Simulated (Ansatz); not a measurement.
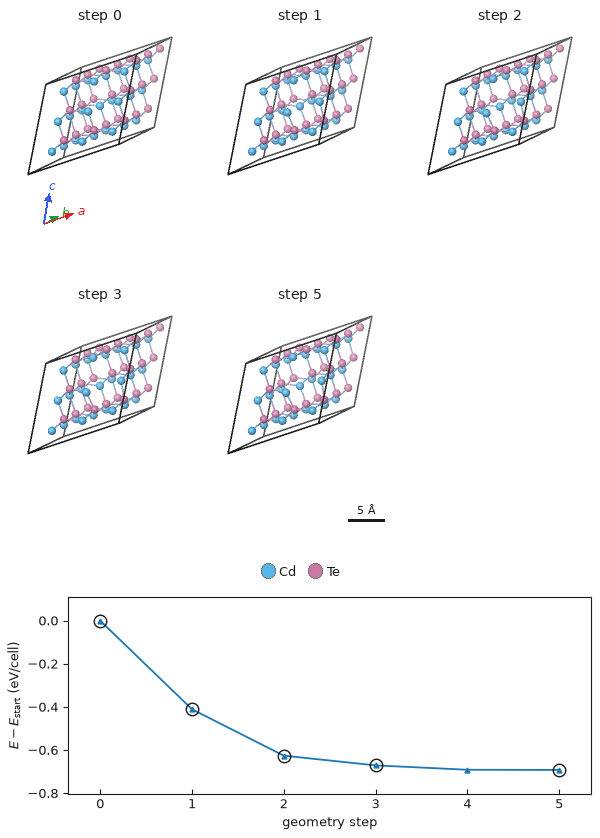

Frames of a relaxation of a defect cell of composition Cd27Te26 (cell charge +2), marked on the history of the run. Style: ball-and-stick. Shown: the cell of the calculation (origin shifted), from a free direction.

The calculation used DFT, PBE, plane-wave PAW, default files, scalar-relativistic (Ansatz 0.2.0). Set-up: plane-wave cutoff 420 eV; k-point mesh 2 × 2 × 2; occupations fermi dirac; smearing width 0.01 eV; no spin polarisation; atoms relaxed in a fixed cell; force threshold 0.03 eV/Å; at most 40 steps.

**Describe the path.**

Over 5 geometry steps the energy falls by 0.692 eV per cell of the calculation. Largest force component: 0.27 eV/Å at the start, 0.0015 eV/Å at the end. The largest moves, 0.52 Å, are those of Cd atoms. By element the largest moves are Cd 0.52 Å, Te 0.08 Å. The cell stays as it was. Some distances before and after: Cd–Te 2.776 → 2.711 Å, Cd–Te 2.776 → 2.737 Å, Cd–Te 2.776 → 2.795 Å, Cd–Te 2.776 → 2.763 Å. Bond angles that change, for instance: Cd–Te–Cd 109.5° → 96.8°, Te–Cd–Te 109.5° → 118.2°, Cd–Te–Cd 109.5° → 113.7°. From step 0 to 1: Cd atoms move most (0.20 Å), energy −0.411 eV per cell of the calculation. From step 1 to 2: Cd atoms move most (0.19 Å), energy −0.215 eV per cell of the calculation. From step 2 to 3: Cd atoms move most (0.07 Å), energy −45.0 meV per cell of the calculation. From step 3 to 5: Cd atoms move most (0.09 Å), energy −21.3 meV per cell of the calculation.

| step | E − E(0), meV/atom | largest force component, eV/Å |
| --- | --- | --- |
| 0 | 0.00 | 0.2734 |
| 1 | -7.75 | 0.2365 |
| 2 | -11.81 | 0.1666 |
| 3 | -12.66 | 0.0601 |
| 4 | -13.04 | 0.0330 |
| 5 | -13.06 | 0.0015 |

Limits of the set-up: the cell is charged, on a uniform background, and energies carry no finite-size correction.
